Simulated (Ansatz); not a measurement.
Geometry relaxation of BaTiO₃ (part 1 of 2)

BaTiO₃ (P4mm, 5 atoms in the cell), computed with DFT PBEsol, scalar-relativistic, plane waves, PAW, no spin polarisation (Ansatz 0.2.0).

The structure derives from a Materials Project entry. It belongs to a series of runs on one base structure; here: biaxial strain in the a-b plane, c and atoms relaxed: +3.0 %. Figures and captions count atoms from 1; the log counts them from 0 in places.

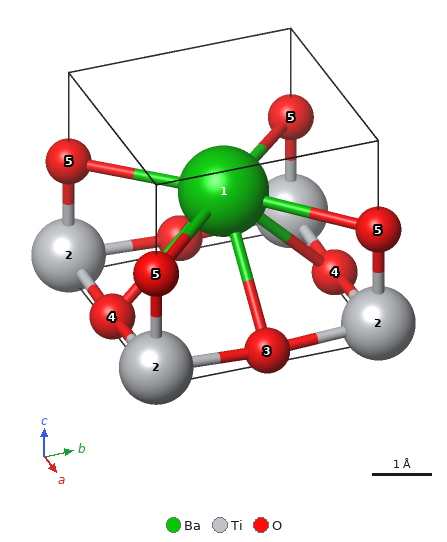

Fig. 1: The starting structure (ball-and-stick view of the cell of the calculation, seen at an oblique angle; atoms are numbered from 1 in the order of the input).

**Input**
```yaml
crystal:
  lattice:
    - [4.0741531679, 0.0, 0.0]
    - [0.0, 4.0741531679, 0.0]
    - [0.0, 0.0, 3.9712468933]
  atoms:
    - { symbol: Ba, position: [0.5, 0.5, 0.5792815387] }
    - { symbol: Ti, position: [0.0, 0.0, 0.0915292544] }
    - { symbol: O, position: [0.0, 0.5, 0.0656373944] }
    - { symbol: O, position: [0.5, 0.0, 0.0656373944] }
    - { symbol: O, position: [0.0, 0.0, 0.5579114081] }
basis:
  ecutwfc: 420
kpoints:
  mp_grid: { grid: [8, 8, 8] }
hamiltonian:
  xc: pbesol
scf:
  occupations: { method: gaussian, width: 0.02 }
output:
  forces: true
  stress: true
  eigenvalues: true
relax:
  adjacent_minimum: "off"
  f_tol: 0.008
  max_steps: 40
  cell: { stress_tol: 0.015, fix: [a, b, gamma] }
```

Launched with:
```bash
ansatz run input.yaml --threads 1 --pin off --max-ram 2560MiB --backend cpu --events-out ev --progress --plain --runs-dir out
```

**The program's output**
```
Engine: ansatz 0.2.0, x86_64-unknown-linux-gnu
Pseudopotentials: kind: paw
Pseudopotential: Ba, paw, valence charge 10, recommended cutoff 420 eV (normal), Ba.paw.azcp
Pseudopotential: Ti, paw, valence charge 12, recommended cutoff 420 eV (normal), Ti.paw.azcp
Pseudopotential: O, paw, valence charge 6, recommended cutoff 420 eV (normal), O.paw.azcp
Functional definition: PBEsol
  exchange = pbesol_x
  correlation = pbesol_c
Crystal: 5 atoms, lattice volume = 65.918 Å³
Basis set: ecut = 420 eV, 1317 PW (Γ), exchange–correlation on 60×60×54 points (8 copies of the dense FFT grid, shifted against one another)
Bands: 25, of which v1, the nominal top of the filled ones, is band 20 counted from 1 (19 counted from 0)
Symmetry: 8 space group operations
Space group: P4mm (ITA 99), of the structure as read, at distance tolerance 4.0e-5 Å
k-points: 75 of 512 (time reversal used)
Non-local potential: Ba, projectors of the file, l = 0: 3, l = 1: 2, l = 2: 2, l = 3: 2
Non-local potential: Ti, projectors of the file, l = 0: 3, l = 1: 2, l = 2: 3, l = 3: 1
Non-local potential: O, projectors of the file, l = 0: 2, l = 1: 2, l = 2: 1
PAW form: soft (Blöchl's): semilocal exchange-correlation on the pseudo side does not see the compensation charge
PAW frozen core: Ba, regenerated for the run's functional, and the local potential with it (the file was generated under x = pbe(κ = 0.804, μ = 0.2195149727645171), c = pbe(β = 0.06672455060314922))
PAW frozen core: Ti, regenerated for the run's functional, and the local potential with it (the file was generated under x = pbe(κ = 0.804, μ = 0.2195149727645171), c = pbe(β = 0.06672455060314922))
PAW frozen core: O, regenerated for the run's functional, and the local potential with it (the file was generated under x = pbe(κ = 0.804, μ = 0.2195149727645171), c = pbe(β = 0.06672455060314922))
PAW one-centre angular grid: Ba, 194 points (default); XC on 64 Gauss nodes
PAW one-centre angular grid: Ti, 590 points (default); XC on 64 Gauss nodes
PAW one-centre angular grid: O, 110 points (default); XC on 64 Gauss nodes
Initial density: superposition of atomic densities (neutral atoms: chi_scale 0, normalization atom), corrected by the library's trained network
Initial wavefunctions: pseudopotential atomic-orbital guess
Functional: x = pbesol(κ = 0.804, μ = 0.12345679012345678), c = pbesol(β = 0.046)
SCF iter   1: F=—  HF=-10027.406496 eV  |F-HF|=—  |Δ(HF+E_count)|=         —  Δρ=1.71e-2  dr2=1.69e-1  ethr=1.77e-3  ⟨swp⟩=6.5  Hψ=9528  notcnv=0
preconditioner: auto → Resta (q_TF=auto, 2.510 Å⁻¹)  ε∞=5.9  [insulator: Δε(μ)=1.570 eV  Ē_g=11.721 eV  σ=0.020 eV  W_gap=1.00  n_scr=18 (ndim 8)  ℏωp=25.9 eV  f_vac=0.000  D(μ)=0.00/eV (n_scr^D=0)  ε∞_Penn≈5.9]
SCF iter   2: F=—  HF=-10027.372691 eV  |F-HF|=—  |Δ(HF+E_count)|=   3.38e-2  Δρ=4.31e-3  dr2=1.50e-2  ethr=4.21e-4  ⟨swp⟩=2.5  Hψ=3568  notcnv=0  defer=74
SCF iter   3: F=—  HF=-10027.370952 eV  |F-HF|=—  |Δ(HF+E_count)|=   1.74e-3  Δρ=1.47e-3  dr2=1.78e-3  ethr=3.75e-5  ⟨swp⟩=2.0  Hψ=2796  notcnv=0  defer=75
SCF iter   4: F=—  HF=-10027.370731 eV  |F-HF|=—  |Δ(HF+E_count)|=   2.21e-4  Δρ=1.49e-4  dr2=1.57e-5  ethr=4.45e-6  ⟨swp⟩=2.0  Hψ=3355  notcnv=0  defer=75
SCF iter   5: F=—  HF=-10027.370761 eV  |F-HF|=—  |Δ(HF+E_count)|=   2.98e-5  Δρ=3.48e-5  dr2=7.55e-7  ethr=3.94e-8  ⟨swp⟩=2.1  Hψ=3100  notcnv=0  defer=75
SCF iter   6: F=-10027.370761 eV  HF=-10027.370761 eV  |F-HF|=7.11e-9  |Δ(HF+E_count)|=   2.02e-7  Δρ=1.24e-5  dr2=7.62e-8  ethr=2.50e-10  ⟨swp⟩=10.4  Hψ=10249  notcnv=0
SCF 1 converged in 6 iterations: F = -10027.370761 eV  dr2 = 7.62e-8
  greatest PAW one-centre occupation: 0.999 electrons in one spin orbital (limit 2), on the Ti atom at site 1 (counted from 0), in its partial waves of l = 0
relax step   1: F+E_penalty+E_count = -10027.37076100 eV  Δ(F+E_penalty+E_count) = +0.000e0 eV  max|allowed force component| = 6.557e-2 eV/Å  Δτ_max = 0.0000 Å  P = -7.085 GPa  Ω = 65.918 Å³  fix = [a, b, gamma]  reactions: a -9.301, b -9.301 GPa  (6 SCF iters, dr2 threshold 1.00e-7 eV, accepted)
Crystal: 5 atoms, lattice volume = 65.518 Å³
Basis set: ecut = 420 eV, 1293 PW (Γ), exchange–correlation on 60×60×54 points (8 copies of the dense FFT grid, shifted against one another)
Initial density: handed on by an earlier stage of this run
Initial wavefunctions: those handed on with the density
iter 1 solved again at ethr=1.29e-6 eV; its pass at ethr=3.10e-3 eV (dr2=5.16e-4 eV) is discarded
SCF iter   1: F=—  HF=-10027.376626 eV  |F-HF|=—  |Δ(HF+E_count)|=         —  Δρ=1.03e-3  dr2=5.98e-4  ethr=1.29e-6  ⟨swp⟩=2.0  Hψ=9945  notcnv=0
preconditioner: auto → Resta (q_TF=auto, 2.513 Å⁻¹)  ε∞=5.8  [insulator: Δε(μ)=1.782 eV  Ē_g=11.819 eV  σ=0.020 eV  W_gap=1.00  n_scr=18 (ndim 8)  ℏωp=26.0 eV  f_vac=0.000  D(μ)=0.00/eV (n_scr^D=0)  ε∞_Penn≈5.8]
SCF iter   2: F=—  HF=-10027.376519 eV  |F-HF|=—  |Δ(HF+E_count)|=   1.07e-4  Δρ=4.76e-4  dr2=1.59e-4  ethr=1.29e-6  ⟨swp⟩=2.6  Hψ=2884  notcnv=0
SCF iter   3: F=—  HF=-10027.376523 eV  |F-HF|=—  |Δ(HF+E_count)|=   4.41e-6  Δρ=1.18e-4  dr2=1.19e-5  ethr=3.99e-7  ⟨swp⟩=2.4  Hψ=3355  notcnv=0
SCF iter   4: F=—  HF=-10027.376521 eV  |F-HF|=—  |Δ(HF+E_count)|=   2.22e-6  Δρ=3.26e-5  dr2=7.56e-7  ethr=2.98e-8  ⟨swp⟩=2.6  Hψ=3038  notcnv=0
iter 5 did not close the SCF: its close was put off for the readings that it lacked (scf_convergence_deferred on its scf_iter line)
SCF iter   5: F=-10027.376521 eV  HF=-10027.376521 eV  |F-HF|=1.57e-8  |Δ(HF+E_count)|=   1.10e-8  Δρ=7.43e-6  dr2=4.70e-8  ethr=1.89e-9  ⟨swp⟩=2.4  Hψ=3092  notcnv=0
SCF iter   6: F=-10027.376521 eV  HF=-10027.376521 eV  |F-HF|=1.05e-9  |Δ(HF+E_count)|=   2.09e-9  Δρ=2.74e-6  dr2=4.54e-9  ethr=1.17e-10  ⟨swp⟩=2.5  Hψ=6297  notcnv=0
SCF 2 converged in 6 iterations: F = -10027.376521 eV  dr2 = 4.54e-9
relax step   2: F+E_penalty+E_count = -10027.37652078 eV  Δ(F+E_penalty+E_count) = -5.760e-3 eV  max|allowed force component| = 3.802e-2 eV/Å  Δτ_max = 0.0034 Å  P = -6.105 GPa  Ω = 65.518 Å³  energy of the carried Pulay correction = +1.436e-3 eV  fix = [a, b, gamma]  reactions: a -8.747, b -8.747 GPa  (6 SCF iters, dr2 threshold 5.00e-7 eV, accepted)
Crystal: 5 atoms, lattice volume = 65.245 Å³
iter 1 solved again at ethr=2.20e-6 eV; its pass at ethr=3.10e-3 eV (dr2=8.81e-4 eV) is discarded
SCF iter   1: F=—  HF=-10027.378186 eV  |F-HF|=—  |Δ(HF+E_count)|=         —  Δρ=1.15e-3  dr2=9.54e-4  ethr=2.20e-6  ⟨swp⟩=2.0  Hψ=9894  notcnv=0
preconditioner: auto → Resta (q_TF=auto, 2.515 Å⁻¹)  ε∞=5.8  [insulator: Δε(μ)=1.770 eV  Ē_g=11.838 eV  σ=0.020 eV  W_gap=1.00  n_scr=18 (ndim 8)  ℏωp=26.0 eV  f_vac=0.000  D(μ)=0.00/eV (n_scr^D=0)  ε∞_Penn≈5.8]
SCF iter   2: F=—  HF=-10027.377983 eV  |F-HF|=—  |Δ(HF+E_count)|=   2.03e-4  Δρ=5.72e-4  dr2=2.91e-4  ethr=2.20e-6  ⟨swp⟩=2.2  Hψ=3027  notcnv=0
SCF iter   3: F=—  HF=-10027.377920 eV  |F-HF|=—  |Δ(HF+E_count)|=   6.27e-5  Δρ=1.26e-4  dr2=1.16e-5  ethr=7.27e-7  ⟨swp⟩=2.0  Hψ=2776  notcnv=0
SCF iter   4: F=—  HF=-10027.377918 eV  |F-HF|=—  |Δ(HF+E_count)|=   2.00e-6  Δρ=3.45e-5  dr2=6.43e-7  ethr=2.91e-8  ⟨swp⟩=2.0  Hψ=3169  notcnv=0
iter 5 did not close the SCF: its close was put off for the readings that it lacked (scf_convergence_deferred on its scf_iter line)
SCF iter   5: F=-10027.377918 eV  HF=-10027.377918 eV  |F-HF|=1.30e-8  |Δ(HF+E_count)|=   1.76e-7  Δρ=9.67e-6  dr2=5.20e-8  ethr=1.61e-9  ⟨swp⟩=2.1  Hψ=2965  notcnv=0
SCF iter   6: F=-10027.377918 eV  HF=-10027.377918 eV  |F-HF|=9.00e-10  |Δ(HF+E_count)|=   7.02e-9  Δρ=2.74e-6  dr2=5.03e-9  ethr=1.30e-10  ⟨swp⟩=3.0  Hψ=6296  notcnv=0
SCF 3 converged in 6 iterations: F = -10027.377918 eV  dr2 = 5.03e-9
relax step   3: F+E_penalty+E_count = -10027.37791805 eV  Δ(F+E_penalty+E_count) = -1.397e-3 eV  max|allowed force component| = 1.390e-1 eV/Å  Δτ_max = 0.0134 Å  P = -5.488 GPa  Ω = 65.245 Å³  energy of the carried Pulay correction = +2.423e-3 eV  fix = [a, b, gamma]  reactions: a -8.395, b -8.395 GPa  (6 SCF iters, dr2 threshold 5.00e-7 eV, accepted)
Crystal: 5 atoms, lattice volume = 65.250 Å³
iter 1 solved again at ethr=8.61e-7 eV; its pass at ethr=3.10e-3 eV (dr2=3.45e-4 eV) is discarded
SCF iter   1: F=—  HF=-10027.378525 eV  |F-HF|=—  |Δ(HF+E_count)|=         —  Δρ=6.66e-4  dr2=3.66e-4  ethr=8.61e-7  ⟨swp⟩=2.1  Hψ=8829  notcnv=0
preconditioner: auto → Resta (q_TF=auto, 2.515 Å⁻¹)  ε∞=5.8  [insulator: Δε(μ)=1.760 eV  Ē_g=11.831 eV  σ=0.020 eV  W_gap=1.00  n_scr=18 (ndim 8)  ℏωp=26.0 eV  f_vac=0.000  D(μ)=0.00/eV (n_scr^D=0)  ε∞_Penn≈5.8]
SCF iter   2: F=—  HF=-10027.378464 eV  |F-HF|=—  |Δ(HF+E_count)|=   6.11e-5  Δρ=3.43e-4  dr2=1.14e-4  ethr=8.61e-7  ⟨swp⟩=2.0  Hψ=2802  notcnv=0
SCF iter   3: F=—  HF=-10027.378423 eV  |F-HF|=—  |Δ(HF+E_count)|=   4.07e-5  Δρ=5.03e-5  dr2=1.77e-6  ethr=2.85e-7  ⟨swp⟩=2.0  Hψ=2787  notcnv=0
iter 4 did not close the SCF: its close was put off for the readings that it lacked (scf_convergence_deferred on its scf_iter line)
SCF iter   4: F=-10027.378423 eV  HF=-10027.378423 eV  |F-HF|=5.44e-8  |Δ(HF+E_count)|=   6.01e-8  Δρ=1.81e-5  dr2=1.62e-7  ethr=4.42e-9  ⟨swp⟩=2.0  Hψ=3257  notcnv=0
iter 5 did not close the SCF: its close was put off for the readings that it lacked (scf_convergence_deferred on its scf_iter line)
SCF iter   5: F=-10027.378423 eV  HF=-10027.378423 eV  |F-HF|=2.61e-9  |Δ(HF+E_count)|=   5.67e-9  Δρ=3.81e-6  dr2=5.24e-9  ethr=4.06e-10  ⟨swp⟩=2.0  Hψ=2991  notcnv=0
SCF iter   6: F=-10027.378423 eV  HF=-10027.378423 eV  |F-HF|=3.40e-10  |Δ(HF+E_count)|=   3.99e-9  Δρ=1.13e-6  dr2=5.43e-10  ethr=1.31e-11  ⟨swp⟩=2.1  Hψ=5827  notcnv=0
SCF 4 converged in 6 iterations: F = -10027.378423 eV  dr2 = 5.43e-10
relax step   4: F+E_penalty+E_count = -10027.37842290 eV  Δ(F+E_penalty+E_count) = -5.049e-4 eV  max|allowed force component| = 8.036e-2 eV/Å  Δτ_max = 0.0080 Å  P = -5.504 GPa  Ω = 65.250 Å³  energy of the carried Pulay correction = +2.404e-3 eV  fix = [a, b, gamma]  reactions: a -8.395, b -8.395 GPa  (6 SCF iters, dr2 threshold 5.00e-7 eV, accepted)
Crystal: 5 atoms, lattice volume = 64.840 Å³
Basis set: ecut = 420 eV, 1277 PW (Γ), exchange–correlation on 60×60×54 points (8 copies of the dense FFT grid, shifted against one another)
iter 1 solved again at ethr=7.17e-5 eV; its pass at ethr=3.10e-3 eV (dr2=2.87e-2 eV) is discarded
SCF iter   1: F=—  HF=-10027.387539 eV  |F-HF|=—  |Δ(HF+E_count)|=         —  Δρ=7.55e-3  dr2=2.86e-2  ethr=7.17e-5  ⟨swp⟩=1.1  Hψ=10051  notcnv=0
preconditioner: auto → Resta (q_TF=auto, 2.517 Å⁻¹)  ε∞=5.9  [insulator: Δε(μ)=1.728 eV  Ē_g=11.836 eV  σ=0.020 eV  W_gap=1.00  n_scr=18 (ndim 8)  ℏωp=26.1 eV  f_vac=0.000  D(μ)=0.00/eV (n_scr^D=0)  ε∞_Penn≈5.9]
SCF iter   2: F=—  HF=-10027.381439 eV  |F-HF|=—  |Δ(HF+E_count)|=   6.10e-3  Δρ=3.96e-3  dr2=8.73e-3  ethr=7.15e-5  ⟨swp⟩=2.0  Hψ=2306  notcnv=0
SCF iter   3: F=—  HF=-10027.379056 eV  |F-HF|=—  |Δ(HF+E_count)|=   2.38e-3  Δρ=4.34e-4  dr2=9.67e-5  ethr=2.18e-5  ⟨swp⟩=2.0  Hψ=3004  notcnv=0
SCF iter   4: F=—  HF=-10027.379066 eV  |F-HF|=—  |Δ(HF+E_count)|=   9.86e-6  Δρ=1.15e-4  dr2=6.10e-6  ethr=2.42e-7  ⟨swp⟩=2.2  Hψ=3191  notcnv=0
iter 5 did not close the SCF: its close was put off for the readings that it lacked (scf_convergence_deferred on its scf_iter line)
SCF iter   5: F=-10027.379067 eV  HF=-10027.379067 eV  |F-HF|=9.59e-9  |Δ(HF+E_count)|=   1.67e-6  Δρ=1.90e-5  dr2=2.10e-7  ethr=1.52e-8  ⟨swp⟩=2.5  Hψ=3228  notcnv=0
SCF iter   6: F=-10027.379067 eV  HF=-10027.379067 eV  |F-HF|=3.01e-9  |Δ(HF+E_count)|=   5.91e-8  Δρ=4.06e-6  dr2=9.30e-9  ethr=5.26e-10  ⟨swp⟩=3.9  Hψ=7394  notcnv=0
SCF 5 converged in 6 iterations: F = -10027.379067 eV  dr2 = 9.30e-9
relax step   5: F+E_penalty+E_count = -10027.37906733 eV  Δ(F+E_penalty+E_count) = -6.444e-4 eV  max|allowed force component| = 2.439e-2 eV/Å  Δτ_max = 0.0570 Å  P = -5.396 GPa  Ω = 64.840 Å³  energy of the carried Pulay correction = +3.893e-3 eV  fix = [a, b, gamma]  (6 SCF iters, dr2 threshold 4.04e-7 eV, rejected (line search))
Crystal: 5 atoms, lattice volume = 65.107 Å³
iter 1 solved again at ethr=3.45e-5 eV; its pass at ethr=3.10e-3 eV (dr2=1.38e-2 eV) is discarded
SCF iter   1: F=—  HF=-10027.384164 eV  |F-HF|=—  |Δ(HF+E_count)|=         —  Δρ=5.35e-3  dr2=1.43e-2  ethr=3.45e-5  ⟨swp⟩=1.5  Hψ=9138  notcnv=0
preconditioner: auto → Resta (q_TF=auto, 2.516 Å⁻¹)  ε∞=5.9  [insulator: Δε(μ)=1.680 eV  Ē_g=11.771 eV  σ=0.020 eV  W_gap=1.00  n_scr=18 (ndim 8)  ℏωp=26.0 eV  f_vac=0.000  D(μ)=0.00/eV (n_scr^D=0)  ε∞_Penn≈5.9]
SCF iter   2: F=—  HF=-10027.381042 eV  |F-HF|=—  |Δ(HF+E_count)|=   3.12e-3  Δρ=2.83e-3  dr2=4.48e-3  ethr=3.45e-5  ⟨swp⟩=2.0  Hψ=2296  notcnv=0
SCF iter   3: F=—  HF=-10027.379819 eV  |F-HF|=—  |Δ(HF+E_count)|=   1.22e-3  Δρ=3.17e-4  dr2=4.42e-5  ethr=1.12e-5  ⟨swp⟩=2.0  Hψ=3020  notcnv=0
SCF iter   4: F=—  HF=-10027.379851 eV  |F-HF|=—  |Δ(HF+E_count)|=   3.15e-5  Δρ=8.61e-5  dr2=3.18e-6  ethr=1.10e-7  ⟨swp⟩=2.2  Hψ=3008  notcnv=0
SCF iter   5: F=—  HF=-10027.379857 eV  |F-HF|=—  |Δ(HF+E_count)|=   6.12e-6  Δρ=1.40e-5  dr2=9.83e-8  ethr=7.95e-9  ⟨swp⟩=2.5  Hψ=3293  notcnv=0
SCF iter   6: F=—  HF=-10027.379857 eV  |F-HF|=—  |Δ(HF+E_count)|=   4.49e-8  Δρ=4.41e-6  dr2=7.84e-9  ethr=2.46e-10  ⟨swp⟩=2.2  Hψ=3324  notcnv=0
SCF iter   7: F=—  HF=-10027.379857 eV  |F-HF|=—  |Δ(HF+E_count)|=   1.03e-9  Δρ=1.24e-6  dr2=7.62e-10  ethr=1.96e-11  ⟨swp⟩=2.0  Hψ=3339  notcnv=0
SCF iter   8: F=—  HF=-10027.379857 eV  |F-HF|=—  |Δ(HF+E_count)|=  2.55e-11  Δρ=2.04e-7  dr2=3.73e-11  ethr=1.91e-12  ⟨swp⟩=2.1  Hψ=3201  notcnv=0
SCF iter   9: F=-10027.379857 eV  HF=-10027.379857 eV  |F-HF|=1.82e-12  |Δ(HF+E_count)|=  3.64e-12  Δρ=5.08e-8  dr2=2.03e-12  ethr=1.00e-12  ⟨swp⟩=5.8  Hψ=8517  notcnv=0
the search or the solves at the SCF's close seem to have found levels that the self-consistency loop had missed (the run counts 1). By its estimate they hold under 1e-12 electrons; where the run keeps them, the occupations were computed again with them
SCF 6 converged in 9 iterations: F = -10027.379857 eV  dr2 = 2.03e-12
relax step   6: F+E_penalty+E_count = -10027.37985692 eV  Δ(F+E_penalty+E_count) = -1.434e-3 eV  max|allowed force component| = 7.228e-3 eV/Å  Δτ_max = 0.0153 Å  P = -5.534 GPa  Ω = 65.107 Å³  energy of the carried Pulay correction = +2.922e-3 eV  fix = [a, b, gamma]  reactions: a -8.308, b -8.308 GPa  (9 SCF iters, accepted)
Initial wavefunctions: pseudopotential atomic-orbital guess (no wavefunctions were taken with the density)
iter 1 solved again at ethr=2.55e-8 eV; its pass at ethr=3.10e-3 eV (dr2=1.02e-5 eV) is discarded
SCF iter   1: F=—  HF=-10027.377210 eV  |F-HF|=—  |Δ(HF+E_count)|=         —  Δρ=1.13e-4  dr2=1.19e-6  ethr=2.55e-8  ⟨swp⟩=3.2  Hψ=15254  notcnv=0
preconditioner: auto → Resta (q_TF=auto, 2.516 Å⁻¹)  ε∞=5.9  [insulator: Δε(μ)=1.719 eV  Ē_g=11.806 eV  σ=0.020 eV  W_gap=1.00  n_scr=18 (ndim 8)  ℏωp=26.0 eV  f_vac=0.000  D(μ)=0.00/eV (n_scr^D=0)  ε∞_Penn≈5.9]
SCF iter   2: F=—  HF=-10027.377240 eV  |F-HF|=—  |Δ(HF+E_count)|=   3.05e-5  Δρ=5.48e-5  dr2=2.49e-7  ethr=2.98e-9  ⟨swp⟩=2.0  Hψ=3375  notcnv=0
SCF iter   3: F=—  HF=-10027.377241 eV  |F-HF|=—  |Δ(HF+E_count)|=   5.21e-7  Δρ=1.14e-5  dr2=1.09e-8  ethr=6.23e-10  ⟨swp⟩=2.2  Hψ=2748  notcnv=0
SCF iter   4: F=—  HF=-10027.377241 eV  |F-HF|=—  |Δ(HF+E_count)|=   2.51e-8  Δρ=8.84e-7  dr2=2.92e-10  ethr=2.72e-11  ⟨swp⟩=2.0  Hψ=3268  notcnv=0
SCF iter   5: F=—  HF=-10027.377241 eV  |F-HF|=—  |Δ(HF+E_count)|=  8.19e-11  Δρ=2.56e-7  dr2=4.81e-11  ethr=1.00e-12  ⟨swp⟩=1.3  Hψ=1997  notcnv=0
SCF iter   6: F=-10027.377241 eV  HF=-10027.377241 eV  |F-HF|=5.46e-12  |Δ(HF+E_count)|=    0.00e0  Δρ=4.71e-8  dr2=2.65e-12  ethr=1.00e-12  ⟨swp⟩=5.0  Hψ=8615  notcnv=0
SCF 7 converged in 6 iterations: F = -10027.377241 eV  dr2 = 2.65e-12
```
